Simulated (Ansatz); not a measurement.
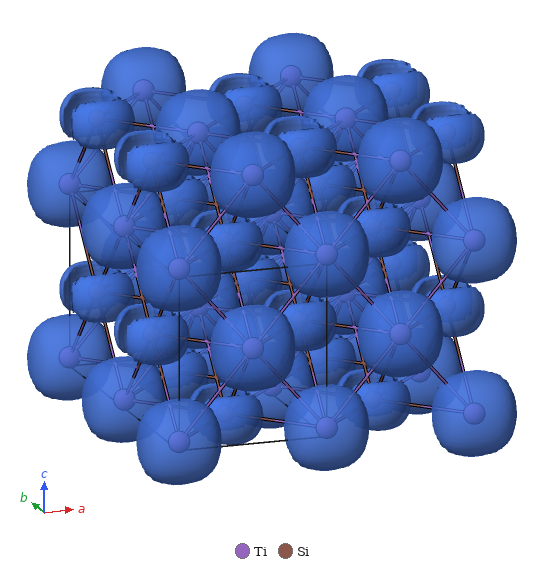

*TiSi. Isosurface of the valence pseudo-density at 0.4 e/Å³ (blue), seen slightly off an axis. Sticks mark near contacts.*

Space group Cmmm; computed without spin polarisation.

All numbers below come from DFT PBEsol, scalar-relativistic, plane waves, PAW in Ansatz.

Core electrons are frozen (PAW), and the valence fields are smoothed inside the atomic spheres.

The calculation's input:

```
crystal:
  lattice:
    - [3.6007916974, 0.0, 0.0]
    - [0.0, 7.5785649948, 0.0]
    - [0.0, 0.0, 4.1428982088]
  atoms:
    - { symbol: Ti, position: [0.0, 0.5, 0.0507574426] }
    - { symbol: Ti, position: [0.5, 0.5, 0.550743494] }
    - { symbol: Ti, position: [0.5, 0.0, 0.5507465113] }
    - { symbol: Ti, position: [0.0, 0.0, 0.0507528499] }
    - { symbol: Si, position: [0.0, 0.7499993725, 0.5507483873] }
    - { symbol: Si, position: [0.0, 0.2500006275, 0.5507483873] }
    - { symbol: Si, position: [0.5, 0.2499997041, 0.0507514639] }
    - { symbol: Si, position: [0.5, 0.7500002959, 0.0507514639] }
basis:
  ecutwfc: 420
kpoints:
  mp_grid: { grid: [10, 6, 8] }
hamiltonian:
  xc: pbesol
scf:
  occupations: { method: gaussian, width: 0.15 }
output:
  forces: true
  stress: true
  eigenvalues: true
  write_density: true
  write_potential: true
  elf: true
  volumetric_format: npy
```

Launched as:

```sh
ansatz run input.yaml --threads 2 --pin off --max-ram 5120MiB --backend cpu --events-out ev --progress --plain --runs-dir out
```

> Which contacts does the surface bridge?

At this value the density breaks into separate islands; it holds about 60 % of the electrons treated as valence (semicore included). It bridges none of the near contacts. It is pinched off along the sampled Ti–Si (2.61 Å), Ti–Ti (2.74 Å) and Ti–Si (2.81 Å) contacts. On the grid the lowest density along these lines, outside the cores, is 0.29 e/Å³ (Ti–Si, 2.61 Å), 0.26 e/Å³ (Ti–Ti, 2.74 Å) and 0.23 e/Å³ (Ti–Si, 2.81 Å).

> Metal or insulator at this level of theory?

It is metallic or semimetallic at this level of theory: no gap opens.
